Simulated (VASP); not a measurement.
This input was run:

INCAR:
```
ENCUT = 520.000000
SIGMA = 0.010000
EDIFF = 1.00e-07
ALGO = Normal
METAGGA = R2SCAN
PREC = Accurate
IBRION = -1
ISIF = 2
ISMEAR = 0
NBANDS = 16
NELM = 120
NSW = 0
LASPH = .TRUE.
LCHARG = .FALSE.
LWAVE = .FALSE.
LREAL = .FALSE.
```

KPOINTS:
```
KPOINTS created by Atomic Simulation Environment
0
Gamma
6 6 6
0 0 0
```

POSCAR:
```
Cd Te
 1.0000000000000000
     0.0000000000000000    3.2799551176437878    3.2799551176437878
     3.2799551176437878    0.0000000000000000    3.2799551176437878
     3.2799551176437878    3.2799551176437878    0.0000000000000000
 Cd  Te
   1   1
Cartesian
  0.0000000000000000  0.0000000000000000  0.0000000000000000
  1.6399775588218934  1.6399775588218934  1.6399775588218934
```

Run as:
```bash
mpirun -np 1 vasp_std
```

System: CdTe, space group F-43m (No. 216), 2 atoms in the cell, zincblende type.

Computed with VASP 6.6.1: DFT, r2SCAN, plane waves, PAW, 6×6×6 k mesh, Gaussian smearing of 0.01 eV.

Predict the main features of the density of states.

There is a gap; over the k points computed it is 1.15 eV (direct among those points). The upper group of valence states starts about 4.3 eV under the valence-band top (which lies at −0.6 eV on this axis), with a gap beneath it; it holds about 6 electrons a cell.

Spin-orbit coupling is left out, which matters for Te.

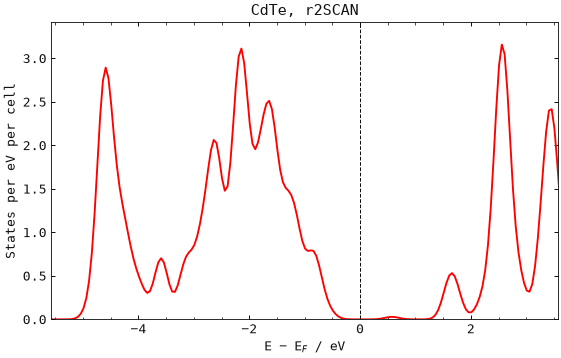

Density of states. Energies are counted from the Fermi level, put mid-gap where there is a gap. The curve is built from the levels of the k mesh with Gaussians 0.3 eV wide, which also blur the band edges.
